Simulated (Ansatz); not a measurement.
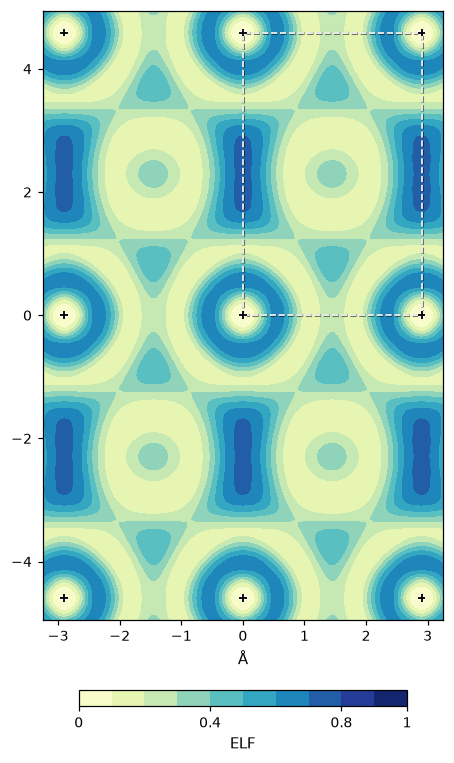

The electron localisation function on a plane through atoms (crosses mark nuclei in the plane).

These are results of Ansatz 0.2.0, DFT PBEsol, scalar-relativistic, plane waves, PAW, not measurements.

Candidates:
A. Sn (slab), a = 4.62 Å, b = 4.62 Å, c = 27.27 Å, α = 90.00°, β = 90.00°, γ = 120.00°. 
B. CaO, a = 4.77 Å, b = 4.77 Å, c = 4.77 Å, α = 90.00°, β = 90.00°, γ = 90.00°. Space group Fm-3m.
C. Ti, a = 2.90 Å, b = 2.90 Å, c = 4.59 Å, α = 90.00°, β = 90.00°, γ = 120.00°. Space group P6₃/mmc; computed without spin polarisation.

Which system is this?

Candidate C: Ti on the (010) plane of the conventional cell, which holds Ti. Ti–Ti (2.90 Å): the ELF is about 0.25 at the midpoint; no localised pair shows between them.
